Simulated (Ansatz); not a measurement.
# Band gap of MoS2/WSSe (van der Waals superlattice) (P3m1) from density functionals to GW

Wanted: a ladder of band gaps for MoS2/WSSe (van der Waals superlattice) (P3m1), from density functionals to G0W0.

Main program and level: Ansatz 0.2.0; density functionals, hybrids and G0W0, plane waves, PAW.

The structure was built from a prototype and need not be the compound's stable phase.

## 1. The starting structure

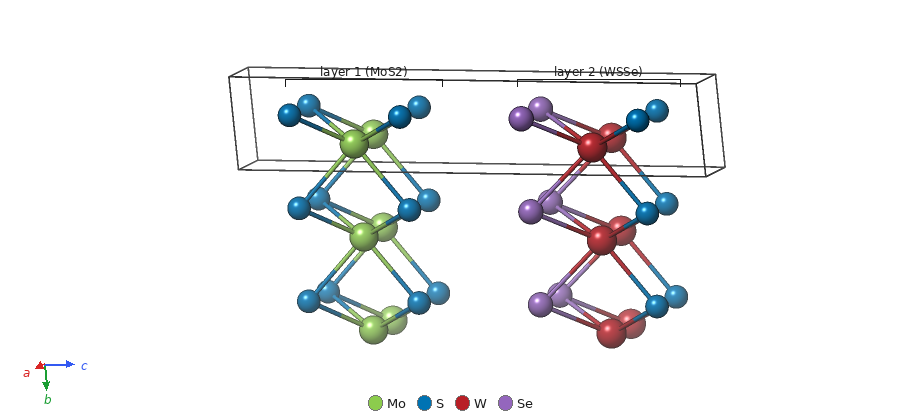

The starting structure, seen from the side, with the c axis across the page (molybdenum green, sulfur blue, tungsten red, selenium purple). 2×3×1 cells are drawn.

The structure was relaxed with PBEsol-D3(BJ). The runs that relaxed it are not among those shown. Spin-orbit coupling is left out unless a step names it.

The logs state that the PAW files were generated under PBE.

## 2. PBEsol on the 12×12×2 mesh

Levels along a band path and on the mesh show where this functional puts the band edges.

This step: DFT, PBEsol, plane waves, PAW; PAW set soft_1.

input.yaml reads:

```yaml
crystal:
  lattice:
    - [3.1427838334, 0.0, 0.0]
    - [-1.5713919167, 2.7217306383, 0.0]
    - [0.0, 0.0, 13.1456958318]
  atoms:
    - { symbol: Mo, position: [0.3333333333, 0.6666666667, 0.245649878] }
    - { symbol: S, position: [0.6666666667, 0.3333333333, 0.3635909853] }
    - { symbol: S, position: [0.6666666667, 0.3333333333, 0.1275944387] }
    - { symbol: W, position: [0.3333333333, 0.6666666667, 0.7548780888] }
    - { symbol: S, position: [0.6666666667, 0.3333333333, 0.8728038352] }
    - { symbol: Se, position: [0.6666666667, 0.3333333333, 0.6235115051] }
kpoints:
  mp_grid: { grid: [12, 12, 2] }
  band_path:
    path:
      - [[0.0, 0.0, 0.0], [0.5, 0.0, 0.0], [0.33333333, 0.33333333, 0.0], [0.0, 0.0, 0.0], [0.0, 0.0, 0.5], [0.5, 0.0, 0.5], [0.33333333, 0.33333333, 0.5], [0.0, 0.0, 0.5]]
      - [[0.5, 0.0, 0.5], [0.5, 0.0, 0.0]]
      - [[0.33333333, 0.33333333, 0.5], [0.33333333, 0.33333333, 0.0]]
    npoints: 10
hamiltonian:
  xc: pbesol
  pseudopotentials: { kind: paw, azcp: { folder: soft_1 }, xc_functional: pbe }
scf:
  occupations: { method: fermi_dirac, width: 0.02 }
  n_extra_bands: 6
output:
  eigenvalues: true
  forces: true
  stress: true
  write_density: true
  write_potential: true
  elf: true
  volumetric_format: npy
```

On the command line:

```console
$ ansatz run input.yaml --threads 2 --pin off --max-ram 92160MiB --backend cuda --events-out ev --progress --plain --runs-dir out --devices 1 --max-vram 13GiB
```

Numbers of over 12 decimals in the logs are rounded to 6 here.

What it wrote:

```text
scf.n_extra_bands = 6 over 31 filled bands (N_el = 62.0): the run solves 37 bands
GPUs: using 1 of 1 available (devices: 1).
Engine: ansatz 0.2.0, x86_64-unknown-linux-gnu
Pseudopotentials: kind: paw
Pseudopotential: Mo, paw, valence charge 14, recommended cutoff 420 eV (normal), soft_1/Mo.paw.azcp
Pseudopotential: S, paw, valence charge 6, recommended cutoff 420 eV (normal), soft_1/S.paw.azcp
Pseudopotential: W, paw, valence charge 14, recommended cutoff 420 eV (normal), soft_1/W.paw.azcp
Pseudopotential: Se, paw, valence charge 16, recommended cutoff 420 eV (normal), soft_1/Se.paw.azcp
Functional definition: PBEsol
  exchange = pbesol_x
  correlation = pbesol_c
device memory: the entry about to start is reckoned to put 3.0 GiB on a device that reports 57.4 GiB free (of which the cap on the GPU budget leaves the run 13.0 GiB)
GPU FFT provider: cuFFT
GPU libraries: cuBLAS 13.8.2, cuFFT 12.4.0, cuSOLVER 12.3.4
Crystal: 6 atoms, lattice volume = 112.446 Å³
Basis set: ecut = 420 eV, 2179 PW (Γ), exchange–correlation on 48×48×180 points (8 copies of the dense FFT grid, shifted against one another)
Bands: 37, of which v1, the nominal top of the filled ones, is band 31 counted from 1 (30 counted from 0)
Symmetry: 6 space group operations
Space group: P3m1 (ITA 156), of the structure as read, at distance tolerance 4.8e-5 Å
k-points: 38 of 288 (time reversal used)
Non-local potential: Mo, projectors of the file, l = 0: 3, l = 1: 2, l = 2: 2, l = 3: 1
Non-local potential: S, projectors of the file, l = 0: 2, l = 1: 2, l = 2: 1
Non-local potential: W, projectors of the file, l = 0: 3, l = 1: 2, l = 2: 2, l = 3: 1
Non-local potential: Se, projectors of the file, l = 0: 2, l = 1: 2, l = 2: 3, l = 3: 1
PAW form: soft (Blöchl's): semilocal exchange-correlation on the pseudo side does not see the compensation charge
PAW frozen core: Mo, regenerated for the run's functional, and the local potential with it (the file was generated under x = pbe(κ = 0.804, μ = 0.219515), c = pbe(β = 0.066725))
PAW frozen core: S, regenerated for the run's functional, and the local potential with it (the file was generated under x = pbe(κ = 0.804, μ = 0.219515), c = pbe(β = 0.066725))
PAW frozen core: W, regenerated for the run's functional, and the local potential with it (the file was generated under x = pbe(κ = 0.804, μ = 0.219515), c = pbe(β = 0.066725))
PAW frozen core: Se, regenerated for the run's functional, and the local potential with it (the file was generated under x = pbe(κ = 0.804, μ = 0.219515), c = pbe(β = 0.066725))
PAW one-centre angular grid: Mo, 590 points (default); XC on 64 Gauss nodes
PAW one-centre angular grid: S, 110 points (default); XC on 64 Gauss nodes
PAW one-centre angular grid: W, 590 points (default); XC on 64 Gauss nodes
PAW one-centre angular grid: Se, 590 points (default); XC on 64 Gauss nodes
Initial density: superposition of atomic densities (chi_scale 0.1, normalization cell), built separately for each of the 2 bonded fragments (scf.initial_density.interfragment_charge_transfer: auto; true builds it for the cell as a whole; a typed value also counts as a typed key of the start: scf.initial_density.chi_scale says what that changes, if anything)
Initial wavefunctions: pseudopotential atomic-orbital guess
GPU buffer pool allocated for 51840 grid points (all kernels)
GPU transforms: local potential and band sums: pruned to the plane-wave sphere, on 24×24×90
Functional: x = pbesol(κ = 0.804, μ = 0.123457), c = pbesol(β = 0.046)
SCF iter   1: F=—  HF=-23240.524126 eV  |F-HF|=—  |Δ(HF+E_count)|=         —  Δρ=5.06e-2  dr2=6.37e0  ethr=3.10e-3  ⟨swp⟩=8.8  Hψ=6626  notcnv=0
preconditioner: auto → Resta (q_TF=auto, 2.471 Å⁻¹)  ε∞=7.4  [insulator: Δε(μ)=1.039 eV  Ē_g=8.330 eV  σ=0.020 eV  W_gap=1.00  n_scr=28 (ndim 8)  ℏωp=21.0 eV  f_vac=0.046  D(μ)=0.00/eV (n_scr^D=0)  ε∞_Penn≈7.4]
SCF iter   2: F=—  HF=-23239.331303 eV  |F-HF|=—  |Δ(HF+E_count)|=    1.19e0  Δρ=2.49e-2  dr2=1.46e0  ethr=3.10e-3  ⟨swp⟩=3.0  Hψ=2580  notcnv=0  defer=57
SCF iter   3: F=—  HF=-23239.015040 eV  |F-HF|=—  |Δ(HF+E_count)|=   3.16e-1  Δρ=1.22e-2  dr2=3.12e-1  ethr=2.35e-3  ⟨swp⟩=3.0  Hψ=3010  notcnv=0  defer=57
SCF iter   4: F=—  HF=-23238.945062 eV  |F-HF|=—  |Δ(HF+E_count)|=   7.00e-2  Δρ=3.51e-3  dr2=2.80e-2  ethr=5.03e-4  ⟨swp⟩=2.9  Hψ=2159  notcnv=0  defer=57
SCF iter   5: F=—  HF=-23238.945850 eV  |F-HF|=—  |Δ(HF+E_count)|=   7.88e-4  Δρ=2.09e-3  dr2=9.85e-3  ethr=4.52e-5  ⟨swp⟩=3.0  Hψ=2235  notcnv=0  defer=57
SCF iter   6: F=—  HF=-23238.946554 eV  |F-HF|=—  |Δ(HF+E_count)|=   7.04e-4  Δρ=6.80e-4  dr2=1.74e-3  ethr=1.59e-5  ⟨swp⟩=2.2  Hψ=2140  notcnv=0  defer=57
SCF iter   7: F=—  HF=-23238.947099 eV  |F-HF|=—  |Δ(HF+E_count)|=   5.45e-4  Δρ=2.77e-4  dr2=1.31e-4  ethr=2.81e-6  ⟨swp⟩=2.0  Hψ=2497  notcnv=0  defer=57
SCF iter   8: F=—  HF=-23238.947228 eV  |F-HF|=—  |Δ(HF+E_count)|=   1.29e-4  Δρ=9.99e-5  dr2=1.99e-5  ethr=2.11e-7  ⟨swp⟩=2.0  Hψ=2641  notcnv=0  defer=57
SCF iter   9: F=—  HF=-23238.947449 eV  |F-HF|=—  |Δ(HF+E_count)|=   2.21e-4  Δρ=4.08e-5  dr2=2.29e-6  ethr=3.21e-8  ⟨swp⟩=2.1  Hψ=2463  notcnv=0  defer=57
SCF iter  10: F=—  HF=-23238.947452 eV  |F-HF|=—  |Δ(HF+E_count)|=   2.99e-6  Δρ=1.42e-5  dr2=5.40e-7  ethr=3.70e-9  ⟨swp⟩=2.3  Hψ=2067  notcnv=0  defer=57
SCF iter  11: F=—  HF=-23238.947452 eV  |F-HF|=—  |Δ(HF+E_count)|=   2.17e-7  Δρ=5.54e-6  dr2=1.34e-7  ethr=8.70e-10  ⟨swp⟩=2.0  Hψ=2451  notcnv=0  defer=57
SCF iter  12: F=-23238.947452 eV  HF=-23238.947452 eV  |F-HF|=2.95e-10  |Δ(HF+E_count)|=   5.70e-9  Δρ=2.31e-6  dr2=1.31e-8  ethr=1.61e-10  ⟨swp⟩=20.6  Hψ=15503  notcnv=0
SCF 1 converged in 12 iterations: F = -23238.947452 eV  dr2 = 1.31e-8
[...]
device memory: the entry about to start is reckoned to put 1.4 GiB on a device that reports 50.8 GiB free (of which the cap on the GPU budget leaves the run 13.0 GiB)
NSCF: frozen V_eff on 93 k-points
SCF converged after 12 iterations
Free energy (F): -23238.947452 eV
Harris-Foulkes:  -23238.947452 eV  (|F-HF|=2.95e-10)
Internal energy: -23238.947452 eV  (E = F + TS)
E sigma→0 (E₀):  -23238.947452 eV
Fermi energy:    11.513751 eV
--- Per-component energies (eV) ---
  E_band       = -712.173877
  E_kinetic    = 1278.880867
  E_local      = -7778.602933  (includes V_loc(G=0)·N_el)
  E_nonlocal   = -121.330956
  E_hartree    = 3622.191809
  E_xc         = -792.959550
  E_vxc        = -792.696255  (∫ρ·V_xc dr)
  E_paw        = -15468.377500  (= ΣΔE_a)
  E_vpaw       = -542.810144  (= ΣTr[D̂ρ^β])
  E_aug_tail   = -0.000168  (compensation charges beyond the density's cutoff)
  E_ewald      = -3980.374480
  E_core_change = 1.625458  (= ΣΔE_core)
  E_smearing   = -0.000000  (= −TS)
  E_closure    = -0.000000  (closes the sum)
  Σ components = -23238.947452   (vs F -23238.947452, Δ=0.00e0)
--- Forces (eV/Å), atoms counted from 1 ---
  atom   1  Mo    -0.00000000     0.00000000    -0.00284063
  atom   2  S      0.00000000     0.00000000    -0.02072945
  atom   3  S     -0.00000000     0.00000000     0.01941086
  atom   4  W      0.00000000    -0.00000000    -0.00555469
  atom   5  S      0.00000000     0.00000000    -0.01508976
  atom   6  Se    -0.00000000     0.00000000     0.02475460
  max |Σ_I F_I| component: 4.91e-5 eV/Å
--- Stress (GPa, compression-positive) ---
        3.298810       0.000000      -0.000000
        0.000000       3.298810       0.000000
       -0.000000       0.000000       3.437398
  P = ⅓ Tr σ = 3.3450 GPa (33.450 kbar)
--- Band table (eV; the first three rows and the last of 38) ---
  k-point 0: bands = [... 27 lower, 9.7930, 9.7930, 9.8852, 11.0317, 13.1898, 13.1898, 13.4800, 13.4800, ... 2 higher]
  k-point 1: bands = [... 27 lower, 9.7928, 9.7928, 10.4928, 10.8391, 13.1894, 13.1894, 13.4812, 13.4812, ... 2 higher]
  k-point 2: bands = [... 27 lower, 9.6237, 9.7372, 10.0500, 10.9220, 13.0451, 13.1674, 13.3490, 13.3851, ... 2 higher]
  k-point 37: bands = [... 27 lower, 8.2542, 8.4118, 10.2915, 10.8249, 12.0863, 12.9607, 13.3348, 13.7253, ... 2 higher]
```

It took 13 s on 1 × NVIDIA H100 80GB HBM3 (shared by 6 runs) with 2 threads of AMD EPYC 7R13 (Zen 3), shared host; peak memory 1 GiB.

This step gave:

* pressure: 3.345 GPa
* filled bands: 31
* gap: 1.000 eV
* valence top at: Γ
* conduction bottom at: k = (0.167, 0.167, 0.000)
* least direct gap: 1.247 eV

Over mesh and path the gap is 1.000 eV, from k = Γ to k = (0.167, 0.167, 0.000). The least direct gap found is 1.247 eV, at k = (0.333, 0.333, 0.000).

## 3. PBEsol+SOC on the 12×12×2 mesh

This run has two-component orbitals with spin-orbit coupling.

This step: DFT, PBEsol with spin-orbit coupling, plane waves, PAW; PAW set soft_1.

input.yaml reads:

```yaml
crystal:
  lattice:
    - [3.1427838334, 0.0, 0.0]
    - [-1.5713919167, 2.7217306383, 0.0]
    - [0.0, 0.0, 13.1456958318]
  atoms:
    - { symbol: Mo, position: [0.3333333333, 0.6666666667, 0.245649878] }
    - { symbol: S, position: [0.6666666667, 0.3333333333, 0.3635909853] }
    - { symbol: S, position: [0.6666666667, 0.3333333333, 0.1275944387] }
    - { symbol: W, position: [0.3333333333, 0.6666666667, 0.7548780888] }
    - { symbol: S, position: [0.6666666667, 0.3333333333, 0.8728038352] }
    - { symbol: Se, position: [0.6666666667, 0.3333333333, 0.6235115051] }
kpoints:
  mp_grid: { grid: [12, 12, 2] }
  band_path:
    path:
      - [0.0, 0.0, 0.0]
      - [0.5, 0.0, 0.0]
      - [0.33333333, 0.33333333, 0.0]
      - [0.0, 0.0, 0.5]
      - [0.5, 0.0, 0.5]
      - [0.33333333, 0.33333333, 0.5]
      - [0.1666666667, 0.1666666667, 0.0]
    npoints: 1
hamiltonian:
  xc: pbesol
  pseudopotentials: { kind: paw_fr, azcp: { folder: soft_1 }, xc_functional: pbe }
scf:
  occupations: { method: fermi_dirac, width: 0.02 }
  n_extra_bands: 12
magnetization:
  noncollinear: true
  spin_orbit: true
output:
  eigenvalues: true
  forces: true
  stress: true
```

What it wrote:

```text
[...]
GPUs: using 1 of 1 available (devices: 1).
[...]
non-collinear run that drives no moment, with spin-orbit: no starting moment large enough to seed its density (crystal.atoms[].spin), no starting occupations that ask for one, no magnetisation constraint and no magnetic field, so the semilocal B_xc is pinned to zero
[...]
GPU FFT provider: cuFFT
GPU libraries: cuBLAS 13.8.2, cuFFT 12.4.0, cuSOLVER 12.3.4
Crystal: 6 atoms, lattice volume = 112.446 Å³
Basis set: ecut = 420 eV, 2179 PW (Γ), exchange–correlation on 48×48×180 points (8 copies of the dense FFT grid, shifted against one another)
Bands: 74, of which v1, the nominal top of the filled ones, is band 62 counted from 1 (61 counted from 0)
Symmetry: 6 space group operations + 6 with time reversal
[...]
k-points: 38 of 288 (time reversal used)
[...]
atom   2  S      0.00000000     0.00000000    -0.01897753
  atom   3  S      0.00000000     0.00000000     0.01786504
  atom   4  W      0.00000000    -0.00000000     0.00215121
  atom   5  S      0.00000000     0.00000000    -0.01254978
  atom   6  Se    -0.00000000     0.00000000     0.01411059
  max |Σ_I F_I| component: 2.33e-6 eV/Å
--- Stress (GPa, compression-positive) ---
        3.269214       0.000000      -0.000000
        0.000000       3.269214       0.000000
       -0.000000       0.000000       3.457766
  P = ⅓ Tr σ = 3.3321 GPa (33.321 kbar)
--- Band table (eV; the first three rows and the last of 38) ---
  k-point 0: bands = [... 58 lower, 9.9400, 9.9400, 11.0642, 11.0642, 13.1482, 13.1482, 13.2296, 13.2296, ... 8 higher]
  k-point 1: bands = [... 58 lower, 10.5192, 10.5192, 10.8753, 10.8753, 13.1483, 13.1483, 13.2285, 13.2285, ... 8 higher]
  k-point 2: bands = [... 58 lower, 10.0492, 10.0773, 10.9396, 10.9594, 13.0364, 13.0411, 13.1675, 13.1737, ... 8 higher]
  k-point 37: bands = [... 58 lower, 10.2213, 10.3660, 10.6354, 11.0316, 12.0839, 12.0868, 12.8858, 12.9542, ... 8 higher]
[key lines of the parts left out:]
SCF converged after 12 iterations
Magnetization: |M| = 0.0000 μB,  M = (+0.0000, +0.0000, +0.0000) μB
Free energy (F): -23264.394696 eV
Fermi energy:    11.524273 eV
```

Run time: 20 s. Hardware: 1 × NVIDIA H100 80GB HBM3 (shared by 6 runs) with 2 threads; peak memory 1.1 GiB.

This step gave:

| Item | Value |
| --- | --- |
| pressure | 3.332 GPa |
| gap | 0.9330 eV |
| valence top at | Γ |
| conduction bottom at | k = (0.167, 0.167, 0.000) |
| least direct gap | 1.036 eV |

Over mesh and listed points the gap is 0.933 eV, from k = Γ to k = (0.167, 0.167, 0.000). The least direct gap found is 1.036 eV, at k = (0.333, 0.333, 0.000). PBEsol+SOC against PBEsol: 0.933 − 1.000 = −0.067 eV, with the same mesh, set of files (read in its fully relativistic form for the spin-orbit run) and cutoff, and both edges at the same k points. The spin-orbit run sees mesh and listed points alone, so its gap is an upper bound: the coupling can move an edge off these points, the more so as this crystal has no centre of inversion, and the change over the zone, its sign included where it is small, is not known.

## 4. HSE06 on the 6×6×2 mesh

HSE06 mixes in a quarter of exact exchange at short range.

This step: DFT, HSE06, plane waves, PAW; PAW set soft_1.

Changes to input.yaml since step 3:

```diff
@@ -13,3 +13,3 @@
 kpoints:
-  mp_grid: { grid: [12, 12, 2] }
+  mp_grid: { grid: [6, 6, 2] }
   band_path:
@@ -25,13 +25,8 @@
 hamiltonian:
-  xc: pbesol
-  pseudopotentials: { kind: paw_fr, azcp: { folder: soft_1 }, xc_functional: pbe }
+  xc: hse06
+  pseudopotentials: { kind: paw, azcp: { folder: soft_1 } }
 scf:
-  occupations: { method: fermi_dirac, width: 0.02 }
-  n_extra_bands: 12
-magnetization:
-  noncollinear: true
-  spin_orbit: true
+  occupations: { method: fixed }
+  n_extra_bands: 6
 output:
   eigenvalues: true
-  forces: true
-  stress: true
```

What it wrote:

```text
[...]
GPUs: using 1 of 1 available (devices: 1).
[...]
davidson cushion auto → on  (no smearing: the cushion is to keep the highest requested band from converging to the state above it; pin scf.eigensolver.cushion to override)
[...]
GPU FFT provider: cuFFT
GPU libraries: cuBLAS 13.8.2, cuFFT 12.4.0, cuSOLVER 12.3.4
Crystal: 6 atoms, lattice volume = 112.446 Å³
Basis set: ecut = 420 eV, 2179 PW (Γ)
[...]
Fermi energy:    10.771757 eV
[...]
--- Band table (eV; the first three rows and the last of 14) ---
  k-point 0: bands = [... 27 lower, 9.4201, 9.4201, 9.5372, 10.7718, 13.6217, 13.6217, 13.8911, 13.8911, ... 2 higher]
  k-point 1: bands = [... 27 lower, 9.4199, 9.4199, 10.1701, 10.5536, 13.6213, 13.6213, 13.8927, 13.8927, ... 2 higher]
  k-point 2: bands = [... 27 lower, 8.9100, 9.2867, 9.5204, 10.2193, 12.9149, 13.4265, 13.4381, 13.7789, ... 2 higher]
  k-point 13: bands = [... 27 lower, 7.5467, 7.7695, 9.9989, 10.6036, 12.2760, 13.2920, 13.8491, 14.2495, ... 2 higher]
[key lines of the parts left out:]
Free energy (F): -23527.695761 eV
```

Wall time 33 s (1 × NVIDIA H100 80GB HBM3 (shared by 6 runs) with 2 threads); peak memory 1.4 GiB.

Numbers from this step:

```
gap                     : 1.504 eV
valence top at          : Γ
conduction bottom at    : K
least direct gap        : 1.660 eV
exact-exchange fraction : 0.25
```

Over mesh and listed points the gap is 1.504 eV, from k = Γ to k = (0.333, 0.333, 0.000). The least direct gap found is 1.660 eV, at k = (0.333, 0.333, 0.000). HSE06 against PBEsol: 1.504 − 1.000 = +0.504 eV. The runs also differ in mesh (12×12×2 and 6×6×2), and the conduction bottom lies at another k point, so how much of this comes from the functional alone is not known. The program's warnings for this run: metallic iterate.

(Continued in part 2 of 2.)

[Paths, hosts, dates, memory and timing lines, banners, echoed tables and standing remarks are left out of the program output.]

[Logs are printed without paths, hosts, clocks, repeated set-up lines and the standing remarks that a program may print on its own settings, such as how far it seeks lower states.]

[Runs of the session that timed out or met a known fault of the program may be left out.]

[Cells called generated may have been cut or substituted from an entry of the Crystallography Open Database or the Materials Project.]

[Hosts, paths, dates, database ids (printed as entryN), source tags and the programs' standing remarks are cut or masked in the printed files.]

[Where an RPA ε∞ is given, it is that of the G0W0 mesh and is not shown converged in it. Names of k-points follow the symmetry that the program found, which can be lower than the space group named. Band edges on a path are those of the sampled points; other points can move an edge, and change direct to indirect where valleys lie close.]

[Hybrid gaps are those of their k-mesh and are not shown converged in it.]
